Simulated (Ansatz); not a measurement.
Input file:

```
crystal:
  lattice:
    - [1.8494072937, 1.0677557989, 8.8397661702]
    - [-1.8494072937, 1.0677557989, 8.8397661702]
    - [0.0, -2.1355115978, 8.8397661702]
  atoms:
    - { symbol: "Y", position: [0.77887555, 0.77887555, 0.77887555] }
    - { symbol: "Y", position: [0.22112445, 0.22112445, 0.22112445] }
    - { symbol: "Y", position: [0.0, 0.0, 0.0] }
hamiltonian:
  xc: pbe
  pseudopotentials: { kind: paw }
kpoints:
  mp_grid: { grid: [9, 9, 9] }
scf:
  occupations: { method: fermi_dirac, width: 0.05 }
output:
  forces: true
  stress: true
  eigenvalues: true
  write_density: true
  write_potential: true
  elf: true
  volumetric_format: npy
```

Run with:

```sh
ansatz run input.yaml --threads 2 --pin off --max-ram 5120MiB --backend cpu --events-out ev --progress --plain --runs-dir out
```

Below, planes, directions and counts refer to the conventional cell (a = 3.70 Å, b = 3.70 Å, c = 26.52 Å, α = 90.00°, β = 90.00°, γ = 120.00°).

Space group R-3m; a structure from a database of computed crystals, not necessarily the ambient phase; computed pressure about −2 GPa in this cell.

Method: Kohn-Sham DFT of a periodic cell, PBE, Ansatz PAW (Ansatz 0.2.0).

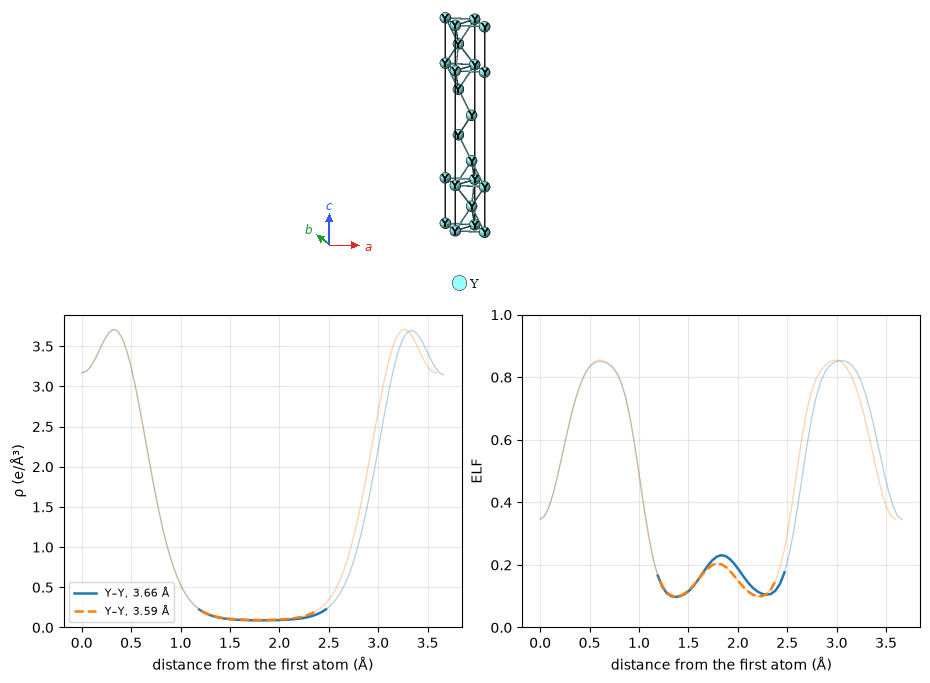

Y. Valence pseudo-density and ELF along straight lines between neighbouring atoms. Thin, pale parts lie inside the atomic spheres. The structure is drawn too.

Core electrons are frozen (PAW), and the valence fields are smoothed inside the atomic spheres.

What can be read from the curves?

Answer. Y–Y (3.66 Å): ρ is about 0.09 e/Å³ halfway; the ELF is about 0.25 at the midpoint: no localised pair shows between them.
Y–Y (3.59 Å): ρ is about 0.09 e/Å³ halfway; the ELF is about 0.20 at the midpoint; no localised pair shows between them.
